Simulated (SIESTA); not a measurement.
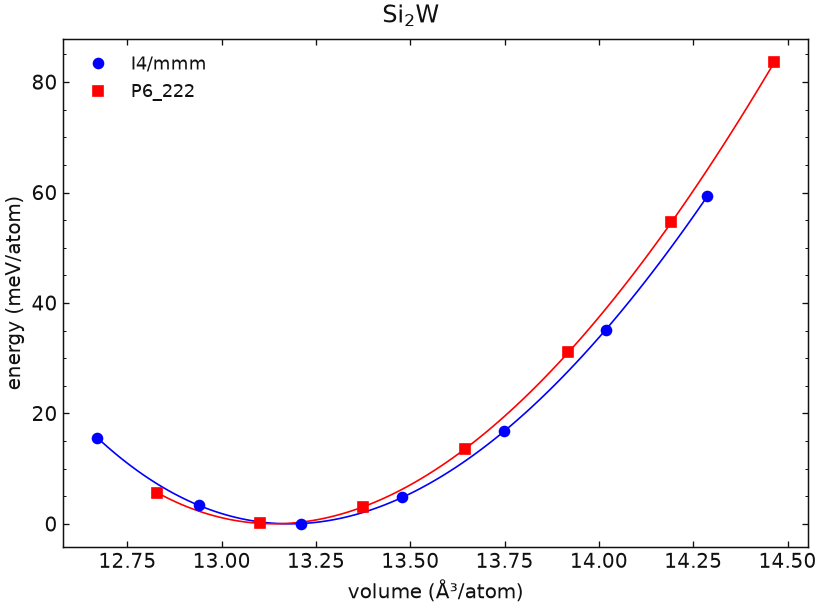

The figure shows the energy against volume, with one curve for each structure, for Si₂W. Each energy curve has its own zero, so the curves don't rank the structures.

Calculation (SIESTA 5.4.2): DFT in numerical atomic orbitals with pseudopotentials, no spin polarisation; energies at scaled volumes of the given cell, shape and fractions fixed, counted from the fit's minimum, third-order Birch-Murnaghan fit. Level: LDA.

| setting | value |
| --- | --- |
| occupations | Fermi–Dirac |
| smearing width | 0.05 eV |
| potentials | PseudoDojo 0.4 standard, converted to PSML, two zetas on semicore shells |

Settings that differ: I4/mmm: k mesh 12×12×12; P6_222: k mesh 5×5×3.

Give the values behind the plot as a table.

I4/mmm:
```json
{"volume (Å³/atom)": "12.67", "energy (meV/atom)": "15.59"}
{"volume (Å³/atom)": "12.94", "energy (meV/atom)": "3.33"}
{"volume (Å³/atom)": "13.21", "energy (meV/atom)": "0.05"}
{"volume (Å³/atom)": "13.48", "energy (meV/atom)": "4.80"}
{"volume (Å³/atom)": "13.75", "energy (meV/atom)": "16.74"}
{"volume (Å³/atom)": "14.02", "energy (meV/atom)": "35.14"}
{"volume (Å³/atom)": "14.29", "energy (meV/atom)": "59.33"}
```

P6_222:
```json
{"volume (Å³/atom)": "12.83", "energy (meV/atom)": "5.67"}
{"volume (Å³/atom)": "13.10", "energy (meV/atom)": "0.09"}
{"volume (Å³/atom)": "13.37", "energy (meV/atom)": "3.04"}
{"volume (Å³/atom)": "13.65", "energy (meV/atom)": "13.63"}
{"volume (Å³/atom)": "13.92", "energy (meV/atom)": "31.08"}
{"volume (Å³/atom)": "14.19", "energy (meV/atom)": "54.62"}
{"volume (Å³/atom)": "14.46", "energy (meV/atom)": "83.60"}
```

Limits of the calculation: mulliken charges of long orbitals; short basis over semicore shells; shape and atomic fractions are frozen while scaling, which makes layered, chain and framework solids too stiff.
